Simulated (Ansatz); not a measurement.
CO$_{2}$

The calculation's input:

```
crystal:
  lattice:
    - [5.5685308503, 0.0, 0.0]
    - [0.0, 5.5685308503, 0.0]
    - [0.0, 0.0, 5.5685308503]
  atoms:
    - { symbol: C, position: [0.0, 0.0, 0.0] }
    - { symbol: C, position: [0.5, 0.0, 0.5] }
    - { symbol: C, position: [0.5, 0.5, 0.0] }
    - { symbol: C, position: [0.0, 0.5, 0.5] }
    - { symbol: O, position: [0.1202897924, 0.1202897924, 0.1202897924] }
    - { symbol: O, position: [0.3797102076, 0.8797102076, 0.6202897924] }
    - { symbol: O, position: [0.6202897924, 0.3797102076, 0.8797102076] }
    - { symbol: O, position: [0.8797102076, 0.6202897924, 0.3797102076] }
    - { symbol: O, position: [0.8797102076, 0.8797102076, 0.8797102076] }
    - { symbol: O, position: [0.6202897924, 0.1202897924, 0.3797102076] }
    - { symbol: O, position: [0.3797102076, 0.6202897924, 0.1202897924] }
    - { symbol: O, position: [0.1202897924, 0.3797102076, 0.6202897924] }
basis:
  ecutwfc: 500
kpoints:
  mp_grid: { grid: [4, 4, 4] }
hamiltonian:
  xc: r2scan
scf:
  occupations: { method: gaussian, width: 0.02 }
output:
  forces: true
  stress: true
  eigenvalues: true
  write_density: true
  write_potential: true
  elf: true
  volumetric_format: npy
relax:
  adjacent_minimum: "off"
  f_tol: 0.01
  max_steps: 80
  cell: { stress_tol: 0.05 }
```

Command:

```sh
ansatz run input.yaml --threads 1 --pin off --max-ram 2560MiB --backend cpu --events-out ev --progress --plain --runs-dir out
```

Below, planes, directions and counts refer to the conventional cell (a = 5.57 Å, b = 5.57 Å, c = 5.57 Å, α = 90.00°, β = 90.00°, γ = 90.00°).

The fields are those of the relaxed geometry.

Space group Pa-3; a structure from a database of computed crystals, not necessarily the ambient phase; started from the database_205 prototype, which need not be the ambient phase.

These are results of DFT r2SCAN, scalar-relativistic, plane waves, PAW in Ansatz, not measurements.

Question: Predict the valence pseudo-density and electron localisation function between the atoms.

Answer: C–O (1.16 Å): ρ is about 3.7 e/Å³ halfway; the ELF peaks at about 0.80 between the atoms (inside overlapping PAW spheres, so only a guide): a short, multiple covalent bond.

Question: Does the calculation make it a metal, or give it a gap?

Answer: It is gapped, with a Kohn–Sham gap of 7.5 eV on the k-point mesh (the band edges may lie off the mesh, which would make the gap smaller).

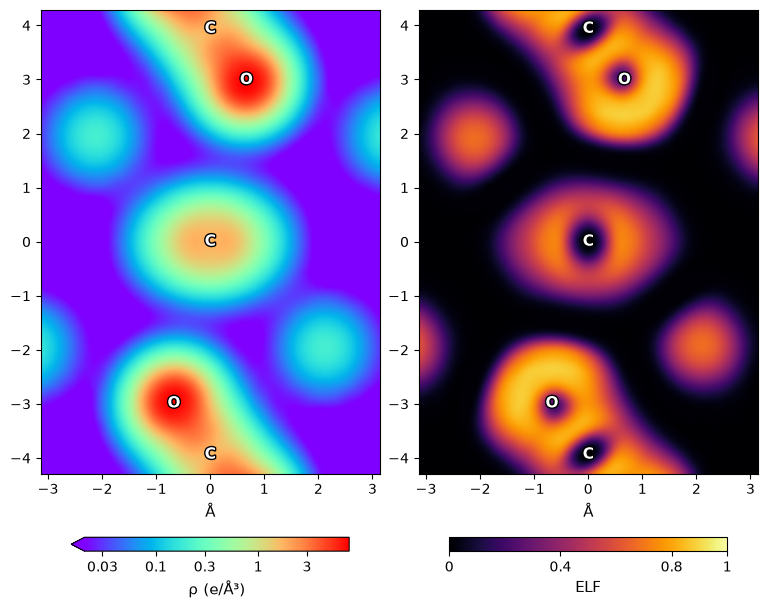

Computed valence pseudo-density and electron localisation function on the (011) plane of the conventional cell, in this order. Atoms just off the plane (O, 0.9 Å away) can leave unmarked features too.

In a PAW calculation such maps are meaningful between the atoms, not at the nuclei.
